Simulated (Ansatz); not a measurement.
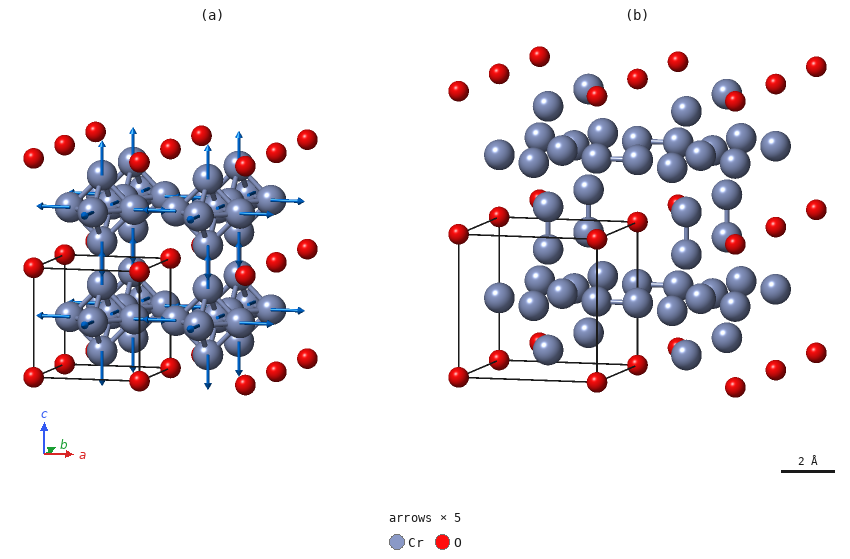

The structure of a crystal of Cr6O (a generated structure, set up in Pm-3m) (coarse preliminary run) before (left) and after (right) a relaxation, at one scale. The blue arrows give the displacements (the part carried along by the change of the cell is left out), magnified 5 times.

The picture is a ball-and-stick view of the cell of the calculation, repeated 2 × 2 × 2 with one cell outlined, seen slightly off an axis.

Level of theory: Ansatz 0.2.0, DFT PBE, scalar-relativistic, plane waves, PAW. Settings: plane-wave cutoff 420 eV; k-point mesh 4 × 4 × 4; occupations gaussian; smearing width 0.1 eV; collinear spin; cell and atoms relaxed; force threshold 0.04 eV/Å; at most 70 steps.

**What changed between the two?**

The largest moves relative to the cell, 0.27 Å, are those of Cr atoms. O stays in place. Cell: a = b = c 4.189 → 5.474 Å (+30.7 %). Volume +123.1 %. Some distances before and after: Cr–Cr 2.534 → 3.852 Å, Cr–Cr 1.792 → 2.723 Å, Cr–Cr 1.655 → 1.622 Å. Bonds break: Cr–Cr (1.79 → 2.72 Å). The space group stays Pm-3m (No. 221). The energy falls by 4489 meV per atom in 17 accepted moves (21 points after the start). The largest force component goes from 18 to 0.033 eV/Å. The pressure goes from 210.39 to −0.06 GPa. The line search rejected the trial step at point 6 of the run. The SCF was repeated 3 times at an unchanged geometry on a basis and grid sized afresh for the cell, which shifted the energy by 288 meV per atom at most. The program noted that the starting moments weren't kept. Cost: 2.7 min on 1 thread of Intel(R) Xeon(R) 6975P-C (Granite Rapids), with other jobs on the host, peak memory 0.63 GiB.

Limits of the set-up: the k-point mesh is coarse for a cell with partly filled bands.
